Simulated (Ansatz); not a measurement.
Consider BN.

Input file:

```
crystal:
  lattice:
    - [4.2993, 0.0, 0.0]
    - [0.0, 4.2993, 0.0]
    - [0.0, 0.0, 2.5380337638]
  atoms:
    - { symbol: B, position: [0.1741337327, 0.8258662673, 0.5] }
    - { symbol: B, position: [0.3258662673, 0.3258662673, 0.0] }
    - { symbol: B, position: [0.6741337327, 0.6741337327, 0.0] }
    - { symbol: B, position: [0.8258662673, 0.1741337327, 0.5] }
    - { symbol: "N", position: [0.8123909516, 0.8123909516, 0.5] }
    - { symbol: "N", position: [0.3123909516, 0.6876090484, 0.0] }
    - { symbol: "N", position: [0.6876090484, 0.3123909516, 0.0] }
    - { symbol: "N", position: [0.1876090484, 0.1876090484, 0.5] }
basis:
  ecutwfc: 520.0
kpoints:
  mp_grid: { grid: [6, 6, 10] }
hamiltonian:
  xc: pbesol
  pseudopotentials: { kind: paw, azcp: { folder: soft_1 } }
scf:
  occupations: { method: gaussian, width: 0.05 }
output:
  forces: true
  stress: true
  eigenvalues: true
  write_density: true
  write_potential: true
  elf: true
  volumetric_format: npy
```

Command:

```sh
ansatz run input.yaml --threads 2 --pin off --max-ram 4096MiB --backend cpu --events-out ev --progress --plain --runs-dir out
```

Below, planes, directions and counts refer to the conventional cell (a = 4.30 Å, b = 4.30 Å, c = 2.54 Å, α = 90.00°, β = 90.00°, γ = 90.00°).

Space group P4₂/mnm; a point of a scan over the structure, not its minimum; a structure from a database of computed crystals, not necessarily the ambient phase; not relaxed (largest force 0.4 eV/Å); computed pressure about 17 GPa in this cell; PAW files of the earlier set (soft_1).

All numbers below come from Ansatz 0.2.0, DFT PBEsol, scalar-relativistic, plane waves, PAW.

Q: What will maps of the valence pseudo-density and electron localisation function show?

A: B–N (1.52 Å): ρ is about 1.5 e/Å³ halfway; the ELF peaks at about 0.95 between the atoms: a shared but strongly polarised pair.

Q: Does the calculation give a band gap?

A: It is gapped, with a Kohn–Sham gap of 4.5 eV on the k-point mesh (the band edges may lie off the mesh, which would make the gap smaller).

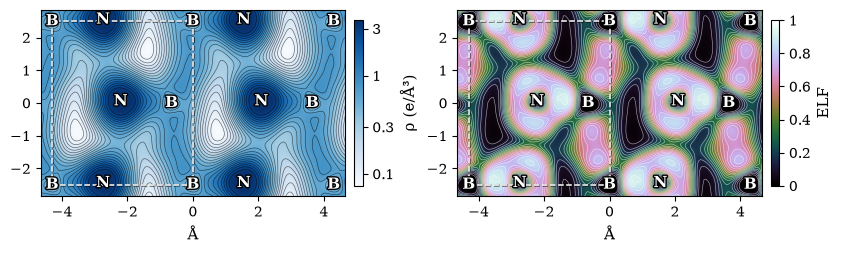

Computed valence pseudo-density and electron localisation function on the (101) plane of the conventional cell, in this order. Atoms just off the plane (B, 0.8 Å away and N, 0.8 Å away) can leave unmarked features too.

In a PAW calculation such maps are meaningful between the atoms, not at the nuclei.
